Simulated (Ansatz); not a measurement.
**Geometry relaxation of Ge5H2 (part 3 of 3)**

Continued. System: Ge5H2 (slab, 28 atoms in the cell). Method: DFT LDA, scalar-relativistic, plane waves, PAW, no spin polarisation (Ansatz 0.2.0); cutoff 420 eV, 3×3×1 k-mesh, Gaussian smearing of 0.05 eV. The structure derives from an entry of the Crystallography Open Database. The input holds or restrains some coordinates. Forces given for the steps count only the free coordinates.

## Output, continued
```
  k-point 3: bands = ["-24.9751", "-24.9364", "-24.9053", "-24.8925", "-24.8795", "-24.8637", "-24.8497", "-24.8127", "-24.8064", "-24.7726", "-24.6192", "-24.6124", "-24.5899", "-24.5891", "-24.5835", "-24.5826", "-24.5667", "-24.5647", "-24.5560", "-24.5467", "-24.5202", "-24.5117", "-24.5104", "-24.5063", "-24.4983", "-24.4928", "-24.4891", "-24.4828", "-24.4640", "-24.4533", "-24.4483", "-24.4429", "-24.4336", "-24.4267", "-24.4215", "-24.4170", "-24.4078", "-24.4047", "-24.4034", "-24.3990",
      "-24.3944", "-24.3797", "-24.3749", "-24.3706", "-24.3614", "-24.3531", "-24.3508", "-24.3483", "-24.3390", "-24.3338", "-24.3288", "-24.3146", "-24.3124", "-24.3020", "-24.2907", "-24.2813", "-24.2811", "-24.2610", "-24.2480", "-24.2208", "-24.2076", "-24.2054", "-24.2001", "-24.1936", "-24.1884", "-24.1796", "-24.1789", "-24.1711", "-24.1678", "-24.1564", "-24.1557", "-24.1536", "-24.1474", "-24.1460", "-24.1450", "-24.1440", "-24.1423", "-24.1399", "-24.1379", "-24.1345",
      "-24.1233", "-24.1198", "-24.1111", "-24.1071", "-24.0983", "-24.0961", "-24.0914", "-24.0779", "-24.0603", "-24.0476", "-23.9297", "-23.9233", "-23.9080", "-23.8750", "-23.8659", "-23.8628", "-23.8503", "-23.8474", "-23.8071", "-23.7956", "-12.0648", "-11.3581", "-11.1396", "-10.6335", "-10.5479", "-10.1602", "-9.9136", "-9.5322", "-9.0783", "-8.8346", "-8.7757", "-8.3221", "-7.6526", "-7.0725", "-7.0132", "-6.5700", "-6.2681", "-5.7750", "-5.5902", "-4.8781",
      "-4.6440", "-4.5618", "-3.9829", "-3.8335", "-3.5017", "-3.4663", "-3.2294", "-3.1448", "-3.1248", "-2.9330", "-2.8025", "-2.4832", "-2.3922", "-2.1647", "-2.0253", "-1.9191", "-1.8691", "-1.6046", "-1.4123", "-1.2529", "-1.1384", "-0.8822", "-0.7700", "-0.1298", "0.9305", "1.3474", "1.6355", "1.8146", "2.0529", "2.4664", "2.6432", "2.6611", "2.9092", "2.9341", "3.0876", "3.1534", "3.3512", "3.4269", "3.5486", "3.6468",
      "3.6961", "3.8049", "4.0514", "4.2361", "4.3673", "4.4029", "4.4733", "4.7027", "4.8466", "4.8847", "4.9225", "5.1941", "5.3408"]
--- Relaxed structure (4 steps of the walk, 4 accepted, 0 SCFs on fresh bases) ---
  F+E_penalty+E_count = -84431.78182689 eV   max|allowed force component| = 8.035e-3 eV/Å
  atoms:
    - { symbol: Ge, position: [0.5, 0.5, 0.253192968] }
    - { symbol: Ge, position: [0.5, 0.0, 0.253192968] }
    - { symbol: Ge, position: [0.0, 0.5, 0.253192968] }
    - { symbol: Ge, position: [0.0, 0.0, 0.253192968] }
    - { symbol: Ge, position: [0.7500000000000001, 0.5, 0.325720406] }
    - { symbol: Ge, position: [0.7500000000000001, 0.0, 0.325720406] }
    - { symbol: Ge, position: [0.25, 0.5, 0.325720406] }
    - { symbol: Ge, position: [0.25, 0.0, 0.325720406] }
    - { symbol: Ge, position: [0.7434826887984219, 0.7488853010164748, 0.399346195969347] }
    - { symbol: Ge, position: [0.7434826887984219, 0.25111469898352545, 0.399346195969347] }
    - { symbol: Ge, position: [0.2631163287832317, 0.7478700816353779, 0.39422368557851667] }
    - { symbol: Ge, position: [0.2631163287832317, 0.2521299183646221, 0.39422368557851667] }
    - { symbol: Ge, position: [-0.00048389259466327775, 0.7463831744557479, 0.47066479911128667] }
    - { symbol: Ge, position: [-0.00048389259466327775, 0.2536168255442522, 0.47066479911128667] }
    - { symbol: Ge, position: [0.49656611046441607, 0.7488527591675151, 0.4758995439524495] }
    - { symbol: Ge, position: [0.49656611046441607, 0.25114724083248513, 0.4758995439524495] }
    - { symbol: Ge, position: [0.1511702329102638, 0.0, 0.4951144324] }
    - { symbol: Ge, position: [0.15367137563495162, 0.5, 0.5062609423000001] }
    - { symbol: Ge, position: [0.4309153611422928, 0.0, 0.5478070672092448] }
    - { symbol: Ge, position: [0.4432756533193711, 0.5, 0.5517051456833161] }
    - { symbol: H, position: [0.5090621173000001, 0.6542935074, 0.20559867520000003] }
    - { symbol: H, position: [0.5090621173000001, 0.3457064926000001, 0.20559867520000003] }
    - { symbol: H, position: [0.5090621173000001, 0.1542935074, 0.20559867520000003] }
    - { symbol: H, position: [0.5090621173000001, -0.1542935074, 0.20559867520000003] }
    - { symbol: H, position: [-0.009062117300000002, 0.3457064926000001, 0.20559867520000003] }
    - { symbol: H, position: [-0.009062117300000002, 0.6542935074, 0.20559867520000003] }
    - { symbol: H, position: [-0.009062117300000002, -0.1542935074, 0.20559867520000003] }
    - { symbol: H, position: [-0.009062117300000002, 0.1542935074, 0.20559867520000003] }
```

## Trajectory as extended XYZ (Å, eV, eV/Å), 4 frames, from step=1 to step=4
```
28
Lattice="7.9505 0.0000 0.0000 0.0000 7.9505 0.0000 0.0000 0.0000 19.3783" Properties=species:S:1:pos:R:3:forces:R:3 step=1 energy=-84431.71851
Ge    3.9752    3.9752    4.9064    0.0620   0.0000   0.1931
Ge    3.9752    0.0000    4.9064    0.0896   0.0000   0.2244
Ge    0.0000    3.9752    4.9064   -0.1208   0.0000   0.2371
Ge    0.0000    0.0000    4.9064   -0.1616   0.0000   0.2485
Ge    5.9628    3.9752    6.3119   -0.0063   0.0000   0.0622
Ge    5.9628    0.0000    6.3119    0.1031   0.0000   0.3130
Ge    1.9876    3.9752    6.3119   -0.0121   0.0000  -1.1171
Ge    1.9876    0.0000    6.3119   -0.0211   0.0000  -0.5720
Ge    5.9180    5.9448    7.7573    0.0195   0.0909  -0.0685
Ge    5.9180    2.0057    7.7573    0.0195  -0.0909  -0.0685
Ge    2.0899    5.9312    7.6515    0.0814   0.1327  -0.1163
Ge    2.0899    2.0193    7.6515    0.0814  -0.1327  -0.1163
Ge    0.0226    5.8971    9.1372   -0.4398   0.3697  -0.1729
Ge    0.0226    2.0533    9.1372   -0.4398  -0.3697  -0.1729
Ge    3.9427    5.9399    9.2356    0.1090  -0.0222   0.0269
Ge    3.9427    2.0106    9.2356    0.1090   0.0222   0.0269
Ge    1.1787    0.0000    9.5945    0.1367   0.0000   0.6270
Ge    1.2180    3.9752    9.8105    0.7371   0.0000   0.6767
Ge    3.4017    0.0000   10.5963    0.0084   0.0000  -0.0210
Ge    3.5962    3.9752   10.7584   -0.4529   0.0000  -0.2892
H     4.0473    5.2019    3.9841   -0.0294  -0.0266  -0.0073
H     4.0473    2.7485    3.9841   -0.0294   0.0266  -0.0073
H     4.0473    1.2267    3.9841   -0.0425  -0.0086   0.0124
H     4.0473   -1.2267    3.9841   -0.0425   0.0086   0.0124
H    -0.0720    2.7485    3.9841    0.0499   0.0311   0.0105
H    -0.0720    5.2019    3.9841    0.0499  -0.0311   0.0105
H    -0.0720   -1.2267    3.9841    0.0702   0.0192   0.0248
H    -0.0720    1.2267    3.9841    0.0702  -0.0192   0.0248
28
Lattice="7.9505 0.0000 0.0000 0.0000 7.9505 0.0000 0.0000 0.0000 19.3783" Properties=species:S:1:pos:R:3:forces:R:3 step=2 energy=-84431.77775
Ge    3.9752    3.9752    4.9064    0.0472   0.0000   0.1766
Ge    3.9752    0.0000    4.9064    0.0625   0.0000   0.1922
Ge    0.0000    3.9752    4.9064   -0.0937   0.0000   0.2324
Ge    0.0000    0.0000    4.9064   -0.1243   0.0000   0.2409
Ge    5.9628    3.9752    6.3119   -0.0067   0.0000  -0.0574
Ge    5.9628    0.0000    6.3119    0.0500   0.0000   0.0644
Ge    1.9876    3.9752    6.3119   -0.0229   0.0000  -1.0866
Ge    1.9876    0.0000    6.3119   -0.0127   0.0000  -0.7285
Ge    5.9074    5.9565    7.7296    0.0137  -0.0248   0.0429
Ge    5.9074    1.9940    7.7296    0.0137   0.0248   0.0429
Ge    2.0932    5.9420    7.6397   -0.0122   0.0291  -0.0033
Ge    2.0932    2.0084    7.6397   -0.0122  -0.0291  -0.0033
Ge   -0.0092    5.9300    9.1110    0.0031   0.0931   0.0087
Ge   -0.0092    2.0205    9.1110    0.0031  -0.0931   0.0087
Ge    3.9524    5.9481    9.2172   -0.0403  -0.0156   0.0015
Ge    3.9524    2.0023    9.2172   -0.0403   0.0156   0.0015
Ge    1.2006    0.0000    9.5945   -0.0841   0.0000   0.5456
Ge    1.1947    3.9752    9.8105    0.1162   0.0000   0.1434
Ge    3.4239    0.0000   10.5889    0.0471   0.0000   0.0854
Ge    3.5071    3.9752   10.6888    0.0100   0.0000   0.0028
H     4.0473    5.2019    3.9841   -0.0242  -0.0272  -0.0062
H     4.0473    2.7485    3.9841   -0.0242   0.0272  -0.0062
H     4.0473    1.2267    3.9841   -0.0311  -0.0135   0.0104
H     4.0473   -1.2267    3.9841   -0.0311   0.0135   0.0104
H    -0.0720    2.7485    3.9841    0.0428   0.0338   0.0132
H    -0.0720    5.2019    3.9841    0.0428  -0.0338   0.0132
H    -0.0720   -1.2267    3.9841    0.0540   0.0226   0.0279
H    -0.0720    1.2267    3.9841    0.0540  -0.0226   0.0279
28
Lattice="7.9505 0.0000 0.0000 0.0000 7.9505 0.0000 0.0000 0.0000 19.3783" Properties=species:S:1:pos:R:3:forces:R:3 step=3 energy=-84431.78135
Ge    3.9752    3.9752    4.9064    0.0508   0.0000   0.1800
Ge    3.9752    0.0000    4.9064    0.0633   0.0000   0.1938
Ge    0.0000    3.9752    4.9064   -0.1013   0.0000   0.2336
Ge    0.0000    0.0000    4.9064   -0.1325   0.0000   0.2440
Ge    5.9628    3.9752    6.3119   -0.0024   0.0000  -0.0059
Ge    5.9628    0.0000    6.3119    0.0508   0.0000   0.1268
Ge    1.9876    3.9752    6.3119   -0.0190   0.0000  -1.0633
Ge    1.9876    0.0000    6.3119    0.0035   0.0000  -0.7518
Ge    5.9100    5.9551    7.7382    0.0051  -0.0118  -0.0035
Ge    5.9100    1.9954    7.7382    0.0051   0.0118  -0.0035
Ge    2.0939    5.9445    7.6396   -0.0008   0.0098  -0.0037
Ge    2.0939    2.0059    7.6396   -0.0008  -0.0098  -0.0037
Ge   -0.0026    5.9343    9.1167   -0.0035   0.0132   0.0151
Ge   -0.0026    2.0162    9.1167   -0.0035  -0.0132   0.0151
Ge    3.9490    5.9499    9.2236   -0.0008   0.0047  -0.0098
Ge    3.9490    2.0005    9.2236   -0.0008  -0.0047  -0.0098
Ge    1.2069    0.0000    9.5945   -0.0405   0.0000   0.6040
Ge    1.2161    3.9752    9.8105    0.0229   0.0000   0.1360
Ge    3.4292    0.0000   10.6086    0.0114   0.0000   0.0294
Ge    3.5195    3.9752   10.6960   -0.0003   0.0000  -0.0100
H     4.0473    5.2019    3.9841   -0.0252  -0.0263  -0.0054
H     4.0473    2.7485    3.9841   -0.0252   0.0263  -0.0054
H     4.0473    1.2267    3.9841   -0.0306  -0.0139   0.0092
H     4.0473   -1.2267    3.9841   -0.0306   0.0139   0.0092
H    -0.0720    2.7485    3.9841    0.0453   0.0328   0.0131
H    -0.0720    5.2019    3.9841    0.0453  -0.0328   0.0131
H    -0.0720   -1.2267    3.9841    0.0570   0.0219   0.0273
H    -0.0720    1.2267    3.9841    0.0570  -0.0219   0.0273
28
Lattice="7.9505 0.0000 0.0000 0.0000 7.9505 0.0000 0.0000 0.0000 19.3783" Properties=species:S:1:pos:R:3:forces:R:3 step=4 energy=-84431.78183
Ge    3.9752    3.9752    4.9064    0.0531   0.0000   0.1815
Ge    3.9752    0.0000    4.9064    0.0635   0.0000   0.1956
Ge    0.0000    3.9752    4.9064   -0.1015   0.0000   0.2322
Ge    0.0000    0.0000    4.9064   -0.1333   0.0000   0.2425
Ge    5.9628    3.9752    6.3119   -0.0021   0.0000  -0.0074
Ge    5.9628    0.0000    6.3119    0.0577   0.0000   0.1346
Ge    1.9876    3.9752    6.3119   -0.0240   0.0000  -1.0517
Ge    1.9876    0.0000    6.3119   -0.0021   0.0000  -0.7666
Ge    5.9110    5.9540    7.7386   -0.0020   0.0015  -0.0043
Ge    5.9110    1.9965    7.7386   -0.0020  -0.0015  -0.0043
Ge    2.0919    5.9459    7.6394    0.0009   0.0026   0.0042
Ge    2.0919    2.0045    7.6394    0.0009  -0.0026   0.0042
Ge   -0.0038    5.9341    9.1207   -0.0049  -0.0063   0.0051
Ge   -0.0038    2.0164    9.1207   -0.0049   0.0063   0.0051
Ge    3.9479    5.9537    9.2221    0.0002   0.0030  -0.0004
Ge    3.9479    1.9967    9.2221    0.0002  -0.0030  -0.0004
Ge    1.2019    0.0000    9.5945   -0.0019   0.0000   0.6191
Ge    1.2218    3.9752    9.8105    0.0079   0.0000   0.1316
Ge    3.4260    0.0000   10.6155    0.0040   0.0000   0.0005
Ge    3.5242    3.9752   10.6911   -0.0010   0.0000  -0.0080
H     4.0473    5.2019    3.9841   -0.0262  -0.0259  -0.0047
H     4.0473    2.7485    3.9841   -0.0262   0.0259  -0.0047
H     4.0473    1.2267    3.9841   -0.0305  -0.0140   0.0089
H     4.0473   -1.2267    3.9841   -0.0305   0.0140   0.0089
H    -0.0720    2.7485    3.9841    0.0453   0.0325   0.0136
H    -0.0720    5.2019    3.9841    0.0453  -0.0325   0.0136
H    -0.0720   -1.2267    3.9841    0.0571   0.0225   0.0261
H    -0.0720    1.2267    3.9841    0.0571  -0.0225   0.0261
```

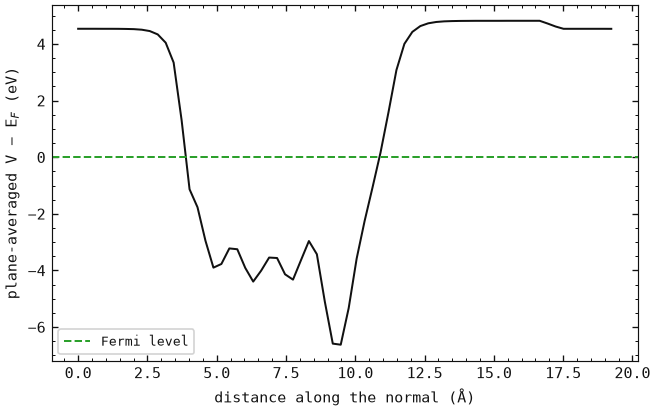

Figure 1. Plane average of the electrostatic potential energy of an electron across the cell, from the Fermi level. The vacuum level lies 4.82 eV above the Fermi level on the upper side and 4.54 eV on the lower.

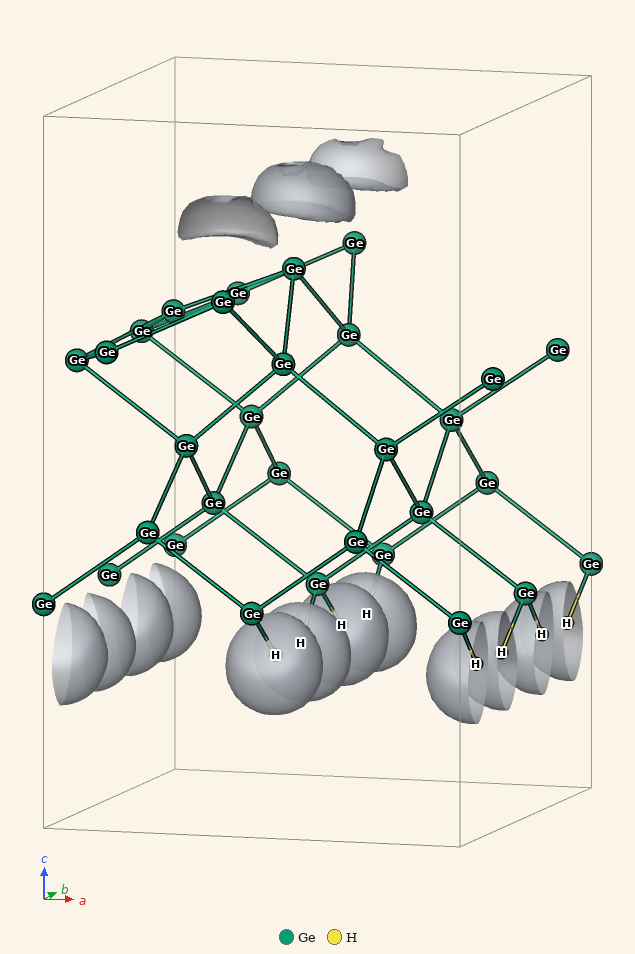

Figure 2. Isosurface of the ELF at 0.8 (grey), seen slightly off an axis. Core shells and regions of very low density are left out. Sticks mark near contacts. Along the contacts the grid gives the following. Ge–H (1.54 Å): the ELF climbs to about 1 towards the hydrogen, as it does in any bond to H. The fields are those of the smooth PAW valence density.

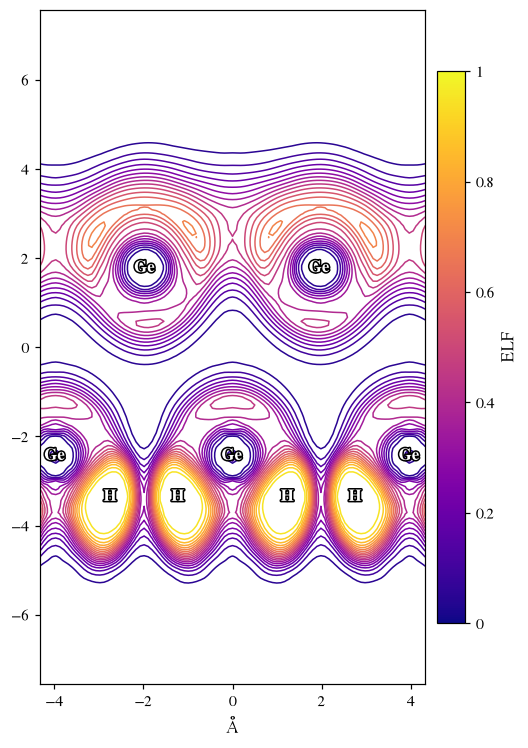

Figure 3. ELF on the (100) plane of the calculation cell, a cut from vacuum to vacuum. Ge–H (1.54 Å): the ELF climbs to about 1 towards the hydrogen.
